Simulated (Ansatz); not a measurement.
## How many bands does the GW gap of WSe2 (layers cut from the bulk crystal) need?

How do accuracy and time trade against each other in G0W0 on WSe2 (layers cut from the bulk crystal)?

Main program and level: Ansatz 0.2.0; G0W0 on PBEsol, plane waves, PAW; PAW set soft_1.

**1. Starting point**

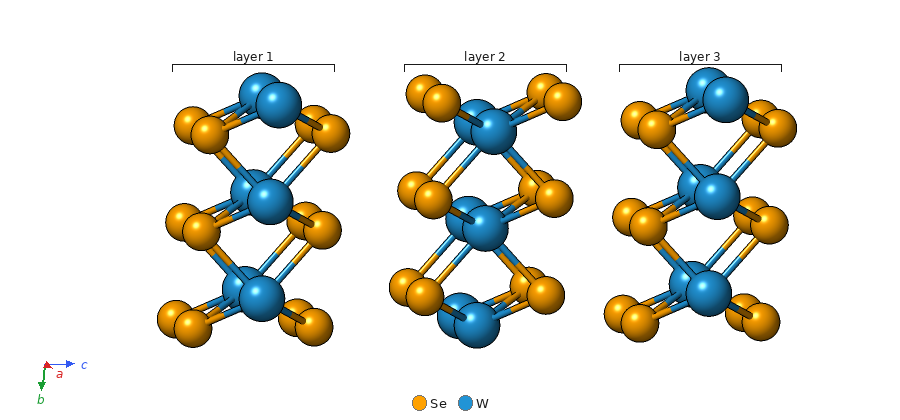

Start, viewed from the side, with the c axis across the page; selenium orange, tungsten blue. 2×3×1 cells are drawn.

The cell holds 9 atoms: 6 Se and 3 W. Its edges and angles: a = 3.234 Å, b = 3.234 Å, c = 54.800 Å, α = 90.0°, β = 90.0°, γ = 120.0°. It derives from WSe2. Regions: layer 1, 3 atoms (2 Se and 1 W); layer 2, 3 atoms (2 Se and 1 W); layer 3, 3 atoms (2 Se and 1 W). Vacuum lies along c.

Coordinates:

```cif
data_structure
_symmetry_space_group_name_H-M 'P 1'
_symmetry_Int_Tables_number 1
_cell_length_a 3.2338
_cell_length_b 3.2338
_cell_length_c 54.8000
_cell_angle_alpha 90.000
_cell_angle_beta 90.000
_cell_angle_gamma 120.000
_cell_volume 496.29
loop_
_atom_site_label
_atom_site_type_symbol
_atom_site_fract_x
_atom_site_fract_y
_atom_site_fract_z
_atom_site_occupancy
Se1 Se 0.33333 0.66667 0.35599 1
W2 W 0.66667 0.33333 0.38667 1
Se3 Se 0.33333 0.66667 0.41737 1
Se4 Se 0.66667 0.33333 0.46934 1
W5 W 0.33333 0.66667 0.50000 1
Se6 Se 0.66667 0.33333 0.53066 1
Se7 Se 0.33333 0.66667 0.58263 1
W8 W 0.66667 0.33333 0.61333 1
Se9 Se 0.33333 0.66667 0.64401 1
```

The structure was relaxed with PBEsol-D3(BJ). The runs that relaxed it are not among those shown. Spin-orbit coupling is left out unless a step names it. The Coulomb interaction is cut off across the vacuum.

**2. 263 empty bands, screening to 38 eV**

Now the one-shot GW correction: screening in the RPA, then the self-energy of the levels asked for. This step takes PAW set soft_1 files.

File input.yaml:

```yaml
crystal:
  lattice:
    - [3.2337893724, 0.0, 0.0]
    - [-1.6168946862, 2.800543747, 0.0]
    - [0.0, 0.0, 54.8]
  atoms:
    - { symbol: Se, position: [0.3333333333, 0.6666666667, 0.3559884775] }
    - { symbol: W, position: [0.6666666667, 0.3333333333, 0.3866714842] }
    - { symbol: Se, position: [0.3333333333, 0.6666666667, 0.4173668767] }
    - { symbol: Se, position: [0.6666666667, 0.3333333333, 0.4693430122] }
    - { symbol: W, position: [0.3333333333, 0.6666666667, 0.5] }
    - { symbol: Se, position: [0.6666666667, 0.3333333333, 0.5306569878] }
    - { symbol: Se, position: [0.3333333333, 0.6666666667, 0.5826331233] }
    - { symbol: W, position: [0.6666666667, 0.3333333333, 0.6133285158] }
    - { symbol: Se, position: [0.3333333333, 0.6666666667, 0.6440115225] }
  periodic: [true, true, false]
kpoints:
  mp_grid: { grid: [6, 6, 1] }
hamiltonian:
  xc: pbesol
  pseudopotentials: { kind: paw, azcp: { folder: soft_1 }, xc_functional: pbe }
scf:
  occupations: { method: fixed }
gw:
  n_empty_bands: 263
  ecut_chi: 38
  qp_bands: [v3, c3]
  qp_kpoints: band_edges
  screening: { model: contour_deformation }
```

Run with:

```sh
$ ansatz run input.yaml --threads 2 --pin off --max-ram 92160MiB --backend cuda --events-out ev --progress --plain --runs-dir out --devices 1 --max-vram 13GiB
```

Numbers of over 12 decimals in the logs are rounded to 6 here.

The log of the run:

```text
GPUs: using 1 of 1 available (devices: 1).
Engine: ansatz 0.2.0, x86_64-unknown-linux-gnu
Pseudopotentials: kind: paw
Pseudopotential: Se, paw, valence charge 16, recommended cutoff 420 eV (normal), soft_1/Se.paw.azcp
Pseudopotential: W, paw, valence charge 14, recommended cutoff 420 eV (normal), soft_1/W.paw.azcp
Functional definition: PBEsol
  exchange = pbesol_x
  correlation = pbesol_c
device memory: the entry about to start is reckoned to put 3.9 GiB on a device that reports 45.1 GiB free (of which the cap on the GPU budget leaves the run 13.0 GiB)
GPU FFT provider: cuFFT
GPU libraries: cuBLAS 13.8.2, cuFFT 12.4.0, cuSOLVER 12.3.4
Crystal: 9 atoms, lattice volume = 496.289 Å³
Basis set: ecut = 420 eV, 9891 PW (Γ)
Bands: 83, of which v1, the nominal top of the filled ones, is band 69 counted from 1 (68 counted from 0)
Symmetry: 12 space group operations
Space group: P-6m2 (ITA 187), of the structure as read, at distance tolerance 7.9e-5 Å
k-points: 7 of 36 (time reversal used)
Non-local potential: Se, projectors of the file, l = 0: 2, l = 1: 2, l = 2: 3, l = 3: 1
Non-local potential: W, projectors of the file, l = 0: 3, l = 1: 2, l = 2: 2, l = 3: 1
PAW form: soft (Blöchl's): semilocal exchange-correlation on the pseudo side does not see the compensation charge
PAW frozen core: Se, regenerated for the run's functional, and the local potential with it (the file was generated under x = pbe(κ = 0.804, μ = 0.219515), c = pbe(β = 0.066725))
PAW frozen core: W, regenerated for the run's functional, and the local potential with it (the file was generated under x = pbe(κ = 0.804, μ = 0.219515), c = pbe(β = 0.066725))
PAW one-centre angular grid: Se, 590 points (default); XC on 64 Gauss nodes
PAW one-centre angular grid: W, 590 points (default); XC on 64 Gauss nodes
Initial density: superposition of atomic densities (neutral atoms: chi_scale 0, normalization atom)
Initial wavefunctions: pseudopotential atomic-orbital guess
GPU buffer pool allocated for 216000 grid points (all kernels)
GPU transforms: local potential and band sums: pruned to the plane-wave sphere, on 24×24×375
Functional: x = pbesol(κ = 0.804, μ = 0.123457), c = pbesol(β = 0.046)
iter 1 solved again at ethr=2.67e-3 eV; its pass at ethr=3.10e-3 eV (dr2=3.69e0 eV) is discarded
SCF iter   1: F=—  HF=-63324.296976 eV  |F-HF|=—  |Δ(HF+E_count)|=         —  Δρ=2.04e-2  dr2=3.68e0  ethr=2.67e-3  ⟨swp⟩=1.9  Hψ=3246  notcnv=0  defer=61
preconditioner: auto → Resta (q_TF=auto, 2.204 Å⁻¹)  ε∞=2.8  [insulator: Δε(μ)=0.970 eV  Ē_g=9.136 eV  n_scr=38 (ndim 8)  ℏωp=12.2 eV  f_vac=0.648  ε∞_Penn≈2.8  vacuum switching on, ρ_ref=6.1e-3 e/Å³]
SCF iter   2: F=—  HF=-63323.432118 eV  |F-HF|=—  |Δ(HF+E_count)|=   8.65e-1  Δρ=1.15e-2  dr2=6.09e-1  ethr=2.67e-3  ⟨swp⟩=2.9  Hψ=916  notcnv=0  defer=70
SCF iter   3: F=—  HF=-63323.323230 eV  |F-HF|=—  |Δ(HF+E_count)|=   1.09e-1  Δρ=5.60e-3  dr2=5.58e-1  ethr=4.41e-4  ⟨swp⟩=3.7  Hψ=1145  notcnv=0  defer=79
SCF iter   4: F=—  HF=-63323.241077 eV  |F-HF|=—  |Δ(HF+E_count)|=   8.22e-2  Δρ=1.59e-3  dr2=2.05e-2  ethr=4.04e-4  ⟨swp⟩=2.7  Hψ=730  notcnv=0  defer=82
SCF iter   5: F=—  HF=-63323.244757 eV  |F-HF|=—  |Δ(HF+E_count)|=   3.68e-3  Δρ=8.62e-4  dr2=4.39e-2  ethr=1.49e-5  ⟨swp⟩=4.9  Hψ=1194  notcnv=0  defer=83
SCF iter   6: F=—  HF=-63323.241554 eV  |F-HF|=—  |Δ(HF+E_count)|=   3.20e-3  Δρ=3.00e-4  dr2=4.87e-4  ethr=1.49e-5  ⟨swp⟩=3.6  Hψ=805  notcnv=0  defer=83
SCF iter   7: F=—  HF=-63323.241843 eV  |F-HF|=—  |Δ(HF+E_count)|=   2.88e-4  Δρ=1.62e-4  dr2=5.81e-4  ethr=3.53e-7  ⟨swp⟩=3.9  Hψ=1312  notcnv=0  defer=83
SCF iter   8: F=—  HF=-63323.241791 eV  |F-HF|=—  |Δ(HF+E_count)|=   5.16e-5  Δρ=8.77e-5  dr2=1.48e-4  ethr=3.53e-7  ⟨swp⟩=2.9  Hψ=827  notcnv=0  defer=78
SCF iter   9: F=—  HF=-63323.241771 eV  |F-HF|=—  |Δ(HF+E_count)|=   1.95e-5  Δρ=2.01e-5  dr2=3.99e-6  ethr=1.07e-7  ⟨swp⟩=3.4  Hψ=875  notcnv=0  defer=78
SCF iter  10: F=—  HF=-63323.241771 eV  |F-HF|=—  |Δ(HF+E_count)|=   3.58e-8  Δρ=7.44e-6  dr2=4.49e-7  ethr=2.89e-9  ⟨swp⟩=4.1  Hψ=1248  notcnv=0  defer=75
SCF iter  11: F=-63323.241772 eV  HF=-63323.241772 eV  |F-HF|=7.02e-8  |Δ(HF+E_count)|=   3.57e-7  Δρ=2.54e-6  dr2=4.72e-8  ethr=7.25e-11  ⟨swp⟩=20.9  Hψ=3440  notcnv=0
SCF 1 converged in 11 iterations: F = -63323.241772 eV  dr2 = 4.72e-8
  greatest PAW one-centre occupation: 1.000 electrons in one spin orbital (limit 2), on the Se atom at site 3 (counted from 0), in its partial waves of l = 2
device memory: the entry about to start is reckoned to put 4.5 GiB (of the 4.6 GiB reckoned in all, the device holds 0.1 GiB already) on a device that reports 44.2 GiB free (of which the cap on the GPU budget leaves the run 12.9 GiB)
NSCF: frozen V_eff on 7 k-points
the band table was solved once the SCF had ended and its energy, with any forces and stress, was formed, with the checks that follow a solve (3049 applications of the Hamiltonian). They found nothing against the state; the energy, forces and stress were not computed again (output.eigenvalues in the input reference)
device memory: the entry about to start is reckoned to put 4.7 GiB on a device that reports 44.5 GiB free (of which the cap on the GPU budget leaves the run 13.0 GiB)
NSCF: frozen V_eff on 7 k-points
G₀W₀ screening: q 1/7
[... further progress lines ...]
SCF converged after 11 iterations
Free energy (F): -63323.241772 eV
Harris-Foulkes:  -63323.241772 eV  (|F-HF|=7.02e-8)
Internal energy: -63323.241772 eV  (E = F + TS)
E sigma→0 (E₀):  -63323.241772 eV
Fermi energy:    -4.763081 eV
--- Per-component energies (eV) ---
  E_band       = -4979.506870
  E_kinetic    = 1942.112056
  E_local      = -1464834.342141  (includes V_loc(G=0)·N_el)
  E_nonlocal   = -2183.805871
  E_hartree    = 731483.230616
  E_xc         = -1310.789662
  E_vxc        = -1242.916376  (∫ρ·V_xc dr)
  E_paw        = -37870.918863  (= ΣΔE_a)
  E_vpaw       = -1626.987331  (= ΣTr[D̂ρ^β])
  E_aug_tail   = -0.001738  (compensation charges beyond the density's cutoff)
  E_ewald      = 709444.557547
  E_core_change = 6.716284  (= ΣΔE_core)
  E_smearing   = -0.000000  (= −TS)
  E_closure    = -0.000000  (closes the sum)
  Σ components = -63323.241772   (vs F -63323.241772, Δ=0.00e0)
--- Band table (eV; the first three rows and the last of 7) ---
  k-point 0: bands = [... 65 lower, -6.1805, -5.9129, -5.0303, -4.7631, -2.0419, -2.0419, -2.0335, -2.0335, ... 10 higher]
  k-point 1: bands = [... 65 lower, -6.1426, -5.9192, -5.5568, -5.5210, -3.0434, -2.8605, -2.6119, -2.4736, ... 10 higher]
  k-point 2: bands = [... 65 lower, -6.3180, -6.3043, -6.1820, -6.1023, -3.1824, -2.9124, -2.7700, -2.6584, ... 10 higher]
  k-point 6: bands = [... 65 lower, -7.4015, -5.2965, -5.1471, -4.9966, -3.2806, -3.2653, -3.2649, -3.0277, ... 10 higher]
  ° read free of the cell's end (the report's vacuum.weakly_bound_levels)
--- G₀W₀: contour deformation, 7 samples at zero and on the imaginary axis and 1 off it, 36 q-points, 263 empty bands' worth ---
  eigenvalues of the whole cell's RPA ε∞ on this k-mesh (on a slab, of 1 + 4πα/V) = 1.3018, 6.2072, 6.2072; static W/v taken at q = 0 is 0.270414
  gw.qp_kpoints: band_edges: 5 of 7 stored k-points solved, in 1 pass; an edge of the gap read off the rows below is read off those points alone
    valence top: of the k-points left out ik 3 came nearest to being solved in a further pass, in band 69 (counted from 1, as in the quasiparticle table): it holds the edge there only if its correction is more favourable than any solved in that band by at least 0.986 eV; those differ by 0.120 eV
    conduction bottom: of the k-points left out ik 2 came nearest to being solved in a further pass, in band 70 (counted from 1, as in the quasiparticle table): it holds the edge there only if its correction is more favourable than any solved in that band by at least 0.652 eV; those differ by 0.223 eV
    ik  band        ε_KS         Σx   Σc(E_QP)       V_xc       Z   E_QP_lin       E_QP  E_QP is
     0    67     -5.9129   -18.1708     1.4667   -16.9605  0.7489    -5.6578    -5.6566  root
     0    68     -5.0303   -18.8935     1.3034   -17.9684  0.7647    -4.6540    -4.6521  root
     0    69     -4.7631   -19.3433     0.9829   -18.8364  0.7636    -4.2896    -4.2870  root
     0    70     -2.0419   -13.9714    -3.4877   -18.3902  0.7599    -1.0869    -1.1109  root
     0    71     -2.0419   -13.9714    -3.4877   -18.3902  0.7599    -1.0869    -1.1109  root
     0    72     -2.0335   -13.9618    -3.4255   -18.2983  0.7556    -1.0976    -1.1225  root
     1    67     -5.9192   -18.6767     1.5281   -17.4448  0.7491    -5.6246    -5.6230  root
     1    68     -5.5568   -18.9346     1.4984   -17.7899  0.7593    -5.2050    -5.2031  root
     1    69     -5.5210   -19.0839     1.3201   -18.1606  0.7582    -5.1264    -5.1242  root
     1    70     -3.0434   -13.4345    -3.2830   -17.5256  0.7634    -2.2195    -2.2354  root
     1    71     -2.8605   -13.3151    -3.3367   -17.4761  0.7591    -2.0191    -2.0362  root
     1    72     -2.6119   -13.6889    -3.4688   -18.0303  0.7588    -1.7190    -1.7392  root
     4    67     -5.9623   -19.4303     1.6227   -18.1698  0.7494    -5.6025    -5.6001  root
     4    68     -5.9092   -19.4817     1.6214   -18.2108  0.7476    -5.5610    -5.5588  root
     4    69     -5.8829   -19.5176     1.6325   -18.2475  0.7509    -5.5230    -5.5206  root
     4    70     -3.8342   -13.3980    -3.0490   -17.1883  0.7684    -3.0825    -3.0930  root
     4    71     -3.4656   -13.5055    -3.2017   -17.5126  0.7633    -2.6461    -2.6603  root
     4    72     -3.0366   -13.7613    -3.4056   -18.0235  0.7591    -2.1614    -2.1799  root
     5    67     -5.7678   -18.1835     1.4216   -17.0548  0.7560    -5.4764    -5.4750  root
     5    68     -5.6332   -18.4514     1.3821   -17.3823  0.7536    -5.3218    -5.3202  root
     5    69     -5.5357   -18.6644     1.3462   -17.6740  0.7570    -5.1817    -5.1798  root
     5    70     -3.1727   -14.4397    -3.4126   -18.6951  0.7589    -2.3134    -2.3300  root
     5    71     -2.9033   -14.4107    -3.4944   -18.7677  0.7542    -2.0213    -2.0407  root
     5    72     -2.5531   -15.0601    -3.6263   -19.5962  0.7473    -1.6178    -1.6433  root
     6    67     -5.2965   -18.0890     0.9833   -17.4419  0.7572    -4.9619    -4.9603  root
     6    68     -5.1471   -18.3248     0.9149   -17.7692  0.7549    -4.7896    -4.7878  root
     6    69     -4.9966   -18.6353     0.8530   -18.2112  0.7577    -4.5700    -4.5677  root
     6    70     -3.2806   -15.6188    -3.3977   -19.9808  0.7572    -2.2955    -2.3163  root
     6    71     -3.2653   -15.6124    -3.4005   -19.9900  0.7519    -2.2653    -2.2883  root
     6    72     -3.2649   -15.6054    -3.4006   -19.9832  0.7519    -2.2647    -2.2877  root
```

Wall time 34 s (1 × NVIDIA H100 80GB HBM3 (shared by 6 runs) with 2 threads of AMD EPYC 7R13 (Zen 3), shared host); peak memory 1.7 GiB; 46 s of CPU time.

Numbers from this step:

```
bands summed                                 : 332
plane waves in the screening matrix          : 289
q-points in the mesh                         : 36
G0W0 gap on the mesh                         : 1.194 eV
k of the valence top                         : 0, 0, 0
k of the conduction bottom                   : 0.1667, 0.1667, 0
starting gap on the mesh                     : 0.9289 eV
Z at the valence top                         : 0.7636
Z at the conduction bottom                   : 0.7684
least direct G0W0 gap on the computed points : 2.251 eV
```

The gap on the mesh goes from 0.93 eV to 1.19 eV, a correction of +0.27 eV. Between the two edge states, bare exchange in place of the xc potential would open the gap by 4.30 eV, and correlation takes back 4.03 eV.

**3. 660 empty bands, screening to 70 eV**

Another rung: the empty bands reach about as high as the screening cutoff, so the two stay in balance.

Edit input.yaml of step 2 so:

```diff
@@ -23,5 +23,6 @@
   occupations: { method: fixed }
+  convergence: { dr2_threshold: 1.0e-10 }
 gw:
-  n_empty_bands: 263
-  ecut_chi: 38
+  n_empty_bands: 660
+  ecut_chi: 70.0
   qp_bands: [v3, c3]
```

The log of the run:

```text
GPUs: using 1 of 1 available (devices: 1).
[...]
GPU FFT provider: cuFFT
GPU libraries: cuBLAS 13.8.2, cuFFT 12.4.0, cuSOLVER 12.3.4
Crystal: 9 atoms, lattice volume = 496.289 Å³
Basis set: ecut = 420 eV, 9891 PW (Γ)
Bands: 83, of which v1, the nominal top of the filled ones, is band 69 counted from 1 (68 counted from 0)
[... 1 set-up line as in the run before ...]
[...]
k-points: 7 of 36 (time reversal used)
[...]
GPU buffer pool allocated for 216000 grid points (all kernels)
[...]
SCF iter  15: F=-63323.241772 eV  HF=-63323.241772 eV  |F-HF|=1.86e-9  |Δ(HF+E_count)|=  9.46e-10  Δρ=4.57e-8  dr2=1.93e-11  ethr=1.00e-12  ⟨swp⟩=20.7  Hψ=3408  notcnv=0
SCF 1 converged in 15 iterations: F = -63323.241772 eV  dr2 = 1.93e-11
[...]
NSCF: frozen V_eff on 7 k-points
[...]
G₀W₀ screening: q 1/7
[... further progress lines ...]
SCF converged after 15 iterations
Free energy (F): -63323.241772 eV
[...]
Internal energy: -63323.241772 eV  (E = F + TS)
E sigma→0 (E₀):  -63323.241772 eV
Fermi energy:    -4.762522 eV
[...]
--- Band table (eV; the first three rows and the last of 7) ---
  k-point 0: bands = [... 65 lower, -6.1800, -5.9123, -5.0297, -4.7625, -2.0413, -2.0413, -2.0330, -2.0330, ... 10 higher]
  k-point 1: bands = [... 65 lower, -6.1420, -5.9186, -5.5562, -5.5204, -3.0428, -2.8599, -2.6113, -2.4731, ... 10 higher]
  k-point 2: bands = [... 65 lower, -6.3174, -6.3038, -6.1814, -6.1018, -3.1818, -2.9119, -2.7694, -2.6579, ... 10 higher]
  k-point 6: bands = [... 65 lower, -7.4009, -5.2960, -5.1466, -4.9961, -3.2800, -3.2648, -3.2643, -3.0272, ... 10 higher]
  ° read free of the cell's end (the report's vacuum.weakly_bound_levels)
[...]
0    67     -5.9123   -18.1708     1.1765   -16.9605  0.7423    -5.9463    -5.9462  root
     0    68     -5.0297   -18.8935     0.9520   -17.9684  0.7575    -5.0029    -5.0029  root
     0    69     -4.7625   -19.3433     0.6234   -18.8364  0.7559    -4.6462    -4.6459  root
     0    70     -2.0413   -13.9714    -3.8391   -18.3901  0.7526    -1.4538    -1.4617  root
     0    71     -2.0413   -13.9714    -3.8391   -18.3901  0.7526    -1.4538    -1.4617  root
     0    72     -2.0330   -13.9618    -3.7775   -18.2983  0.7479    -1.4657    -1.4739  root
     1    67     -5.9186   -18.6767     1.2233   -17.4448  0.7422    -5.9272    -5.9272  root
     1    68     -5.5562   -18.9346     1.1631   -17.7899  0.7523    -5.5379    -5.5379  root
[...]
6    69     -4.9961   -18.6353     0.5214   -18.2112  0.7507    -4.8988    -4.8987  root
     6    70     -3.2800   -15.6189    -3.7576   -19.9808  0.7488    -2.6684    -2.6757  root
     6    71     -3.2648   -15.6124    -3.7562   -19.9900  0.7435    -2.6352    -2.6435  root
     6    72     -3.2643   -15.6054    -3.7565   -19.9833  0.7436    -2.6347    -2.6431  root
```

The job ended after 98 s (1 × NVIDIA H100 80GB HBM3 (shared by 6 runs) with 2 threads; peak memory 2.7 GiB).

Numbers from this step:

```yaml
bands_summed: 729
plane_waves_in_the_screening_matrix: 639
q_points_in_the_mesh: 36
g0w0_gap_on_the_mesh: 1.261 eV
k_of_the_valence_top: 0, 0, 0
k_of_the_conduction_bottom: 0.1667, 0.1667, 0
starting_gap_on_the_mesh: 0.9289 eV
z_at_the_valence_top: 0.7559
z_at_the_conduction_bottom: 0.7619
least_direct_g0w0_gap_on_the_computed_points: 2.223 eV
```

Against the run with 6×6×1 mesh, 263 empty bands, screening to 38 eV, PAW set soft_1 files, the gap moves by +0.07 eV.

**4. Convergence and cost**

Times are wall times on 1 × NVIDIA H100 80GB HBM3 (shared by 6 runs) with 2 threads of AMD EPYC 7R13 (Zen 3), shared host, good to a factor of about two.

| mesh | files | frequency | bands summed | cutoff (eV) | start (eV) | G0W0 (eV) | time | host memory (GiB) |
| --- | --- | --- | --- | --- | --- | --- | --- | --- |
| 6×6×1 | PAW set soft_1 | contour deformation | 332 | 38 | 0.929 | 1.194 | 34 s | 1.7 |
| 6×6×1 | PAW set soft_1 | contour deformation | 729 | 70 | 0.929 | 1.261 | 98 s | 2.7 |

The parts of the quasiparticle energy at the two band edges (eV; QP = start + Σx + Σc − Vxc):

| run | edge | start | Σx | Σc | Vxc | Z | QP |
| --- | --- | --- | --- | --- | --- | --- | --- |
| 332 bands | valence top | -4.76 | -19.34 | 0.98 | -18.84 | 0.76 | -4.29 |
| 332 bands | conduction bottom | -3.83 | -13.40 | -3.05 | -17.19 | 0.77 | -3.09 |
| 729 bands | valence top | -4.76 | -19.34 | 0.62 | -18.84 | 0.76 | -4.65 |
| 729 bands | conduction bottom | -3.83 | -13.40 | -3.34 | -17.19 | 0.76 | -3.38 |

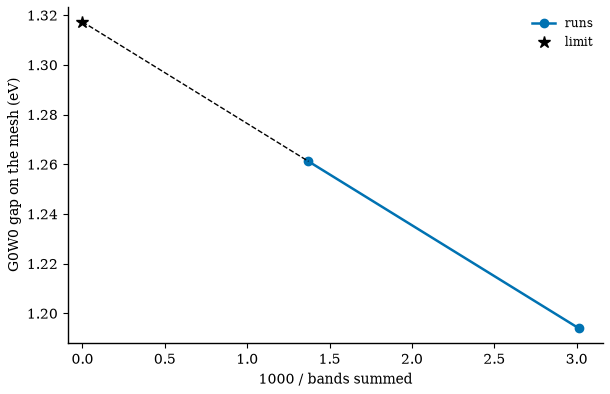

The gap against one over the number of bands; the dashed line carries the two highest rungs to the limit.

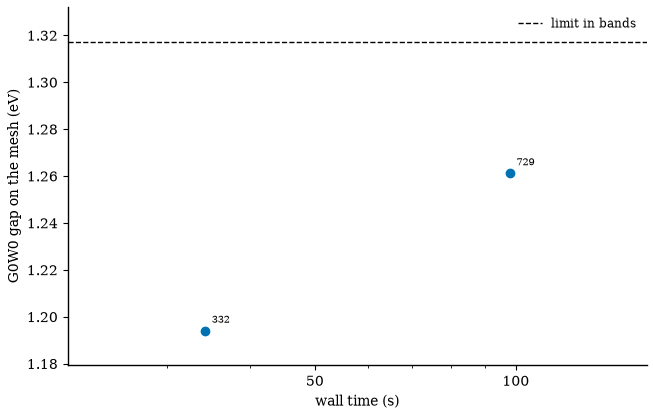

Result against wall time.

**5. Summary of results**

| Item | Value |
| --- | --- |
| 332 bands, 38 eV | 1.194 eV |
| 729 bands, 70 eV | 1.261 eV |
| estimated limit in bands and cutoff | 1.32 eV |
| mesh and start | 6×6×1, PBEsol |

What this shows: A line in one over the bands through the two rungs gives 1.32 eV, +0.06 eV from the top rung; with two points alone it is an unchecked estimate. The rungs stand 0.12 eV (332 bands) and 0.06 eV (729 bands) from it. From 332 to 729 bands the gap moves by +0.07 eV while the time grows 2.9-fold. Σc changes by −0.36 eV at the valence top and −0.29 eV at the conduction bottom, so the levels themselves move more than the gap between them. The mesh in the plane is coarse for a sheet; gap and any exciton binding can still move on denser ones. The many-body steps are scalar-relativistic: spin-orbit coupling is not in them.

[Paths, hosts, dates, memory and timing lines, banners, echoed tables and standing remarks are left out of the program output.]

[Logs are printed without paths, hosts, clocks, repeated set-up lines and the standing remarks that a program may print on its own settings, such as how far it seeks lower states.]

[Runs of the session that timed out or met a known fault of the program may be left out.]

[Cells called generated may have been cut or substituted from an entry of the Crystallography Open Database or the Materials Project.]

[Hosts, paths, dates, database ids (printed as entryN), source tags and the programs' standing remarks are cut or masked in the printed files.]
